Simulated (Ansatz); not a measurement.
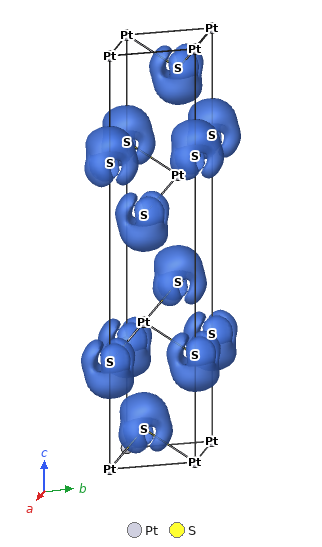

Figure 1: PtS2. Isosurface of the ELF at 0.75 (blue), seen slightly off an axis. Only the valence region is drawn (cores and ρ < 0.01 e/Å³ removed). Sticks mark near contacts.

Space group R-3m; started from the CdCl2 (3R octahedral) bulk prototype, which need not be the ambient phase; computed pressure about 2 GPa in this cell.

All numbers below come from Hartree-Fock, plane waves, PAW in Ansatz 0.2.0.

### Describe the localisation domains.

At this value the surface marks out six regions wrapped around S (the valence shell of each), counted in one cell of 9 atoms. Regions shared between cells count once.

Values along the shortest contacts:
Pt–S (2.39 Å): the ELF peaks at about 0.90 in the valence shell of S, 0.9 Å from its nucleus, and is about 0.55 at the midpoint.

### Metal or insulator at this level of theory?

It is gapped, with a Kohn–Sham gap of 7.3 eV on the k-point mesh, an upper bound to the gap of this method.
